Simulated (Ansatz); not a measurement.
# AlGa2As3: what the fields show

```
Al Ga As
1.0
     4.04774    0.00000    0.00000
    -2.02387    3.50545    0.00000
     0.00000    0.00000   19.99030
Al Ga As
2 4 6
Cartesian
  0.0000 2.3370 6.6548
  2.0239 1.1685 16.6499
  0.0000 2.3370 13.3315
  0.0000 2.3370 19.9901
  2.0239 1.1685 3.3364
  2.0239 1.1685 9.9949
  0.0000 2.3370 2.4952
  0.0000 2.3370 9.1474
  0.0000 2.3370 15.8283
  2.0239 1.1685 5.8332
  2.0239 1.1685 12.4903
  2.0239 1.1685 19.1425
```

Space group P6₃mc; a structure generated by program, which may or may not match a known phase.

All numbers below come from DFT PBE, scalar-relativistic, plane waves, PAW in Ansatz.

Core electrons are frozen (PAW), and the valence fields are smoothed inside the atomic spheres.

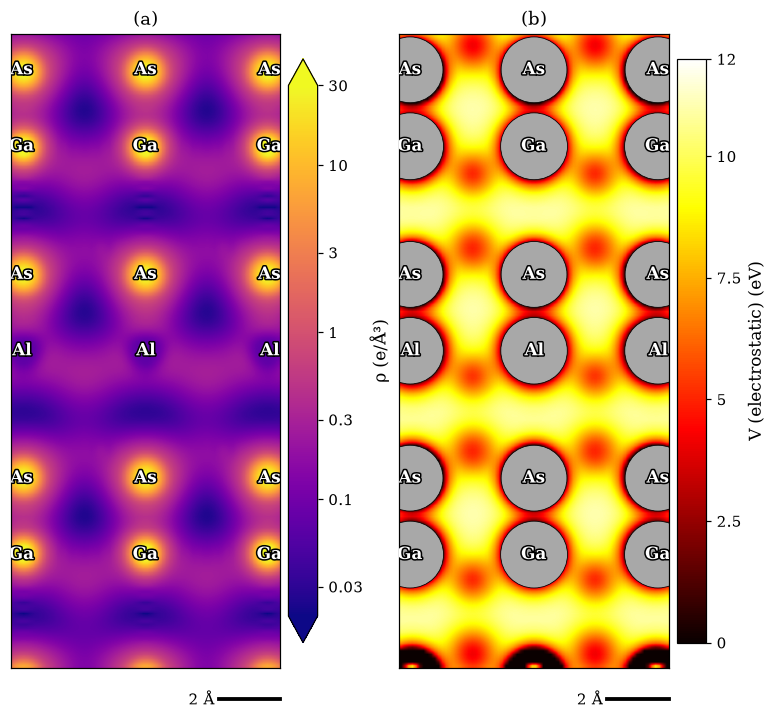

Figure 1. (a) valence charge density (pseudo); (b) electrostatic potential energy of an electron on the (010) plane of the conventional cell. Grey discs cover the atomic cores in the potential map.

Describe what can be read from this map.

The plane passes through Al, Ga and As nuclei.
Al–As (2.49 Å): ρ at the midpoint is about 0.46 e/Å³.
Ga–As (2.50 Å): ρ at the midpoint is about 0.48 e/Å³, with its minimum of 0.43 e/Å³ about 1.1 Å from Ga.
Between the atoms the lowest density in this plane is 0.007 e/Å³.
Outside the cores the potential energy rises away from the atoms and is highest about 2.3 Å from the nearest atoms; its zero is arbitrary.

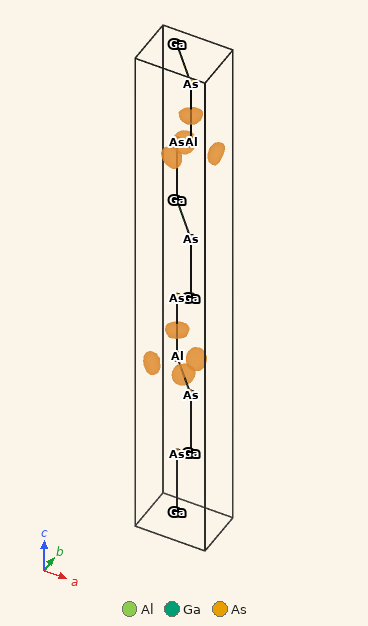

Figure 2. Isosurface of the electron localisation function at 0.85 (orange), seen at an oblique angle. Only the valence region is drawn (cores and ρ < 0.01 e/Å³ removed). Sticks mark near contacts.

What do the ELF domains correspond to?

At this value the surface marks out eight regions between bonded Al–As atoms (shared pairs), counted in one cell of 12 atoms. Any copies at cell faces, edges or corners count once. Along the contacts the grid gives the following. Al–As (2.48 Å): the ELF peaks at about 0.90 between the atoms: localised, covalent bonding. Ga–As (2.48 Å): the ELF peaks at about 0.80 between the atoms; a covalent bond.

Does the calculation make it a metal, or give it a gap?

It is gapped, with a Kohn–Sham gap of 0.52 eV on the k-point mesh (the band edges may lie off the mesh, which would make the gap smaller).
